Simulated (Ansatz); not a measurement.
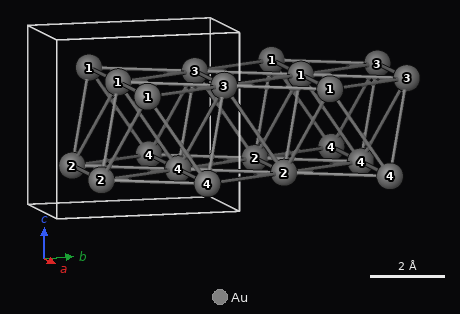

The starting point is solid Au (set up in Cmcm). A ball-and-stick model of the cell of the calculation, repeated 2 × 2 × 1 with one cell outlined, seen slightly off an axis.

Method: Ansatz 0.2.0, DFT PBE, scalar-relativistic, plane waves, PAW. (plane-wave cutoff 420 eV; k-point mesh 18 × 10 × 12; occupations gaussian; smearing width 0.1 eV; no spin polarisation)

The variant: Biaxial strain in the a–b plane, +3.0 %, is applied. The c axis and the atoms are relaxed.

Input file:
```yaml
crystal:
  lattice:
    - [2.9513839833, 0.0, 0.0]
    - [0.0, 5.2949849386, 0.0]
    - [0.0, 0.0, 4.8040745014]
  atoms:
    - { symbol: Au, position: [0.0, 0.3377198361, 0.75] }
    - { symbol: Au, position: [0.5, 0.1622801639, 0.25] }
    - { symbol: Au, position: [0.5, 0.8377198361, 0.75] }
    - { symbol: Au, position: [0.0, 0.6622801639, 0.25] }
basis:
  ecutwfc: 420
kpoints:
  mp_grid: { grid: [18, 10, 12] }
hamiltonian:
  xc: pbe
scf:
  occupations: { method: gaussian, width: 0.1 }
output:
  forces: true
  stress: true
  eigenvalues: true
relax:
  adjacent_minimum: "off"
  f_tol: 0.008
  max_steps: 40
  cell: { stress_tol: 0.015, fix: [a, b, gamma] }
```

Run as
```bash
ansatz run input.yaml --threads 1 --pin off --max-ram 2560MiB --backend cpu --events-out ev --progress --plain --runs-dir out
```

Question: Predict the response.

Answer: Energy change: +14.8 meV per atom. Pressure: −0.1 GPa before, −2.6 GPa after. The principal stresses (compression positive) are −3.3 GPa along a, −4.3 GPa along b, none along the third axis. Both are metals. The drawn cell changes as follows: a 2.865 → 2.951 Å (+3.0 %), b 5.141 → 5.295 Å (+3.0 %), c 4.892 → 4.717 Å (−3.6 %); the volume changes by +2.3 %. The largest moves relative to the cell, 0.010 Å, are those of Au1, Au2, Au3 and Au4. Au3 goes along +b. Near-neighbour distances before and after: Au–Au 2.943 → 3.031 Å, Au–Au 2.865 → 2.951 Å, Au–Au 2.970 → 2.917 to 2.934 Å. The space group stays Cmcm (No. 63).

The changed structure in the same view:

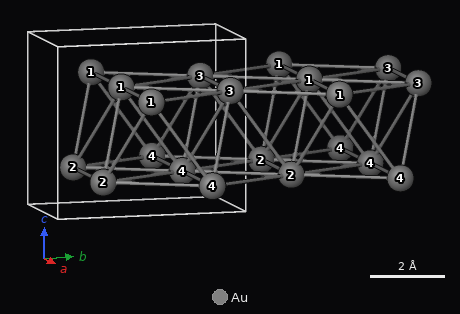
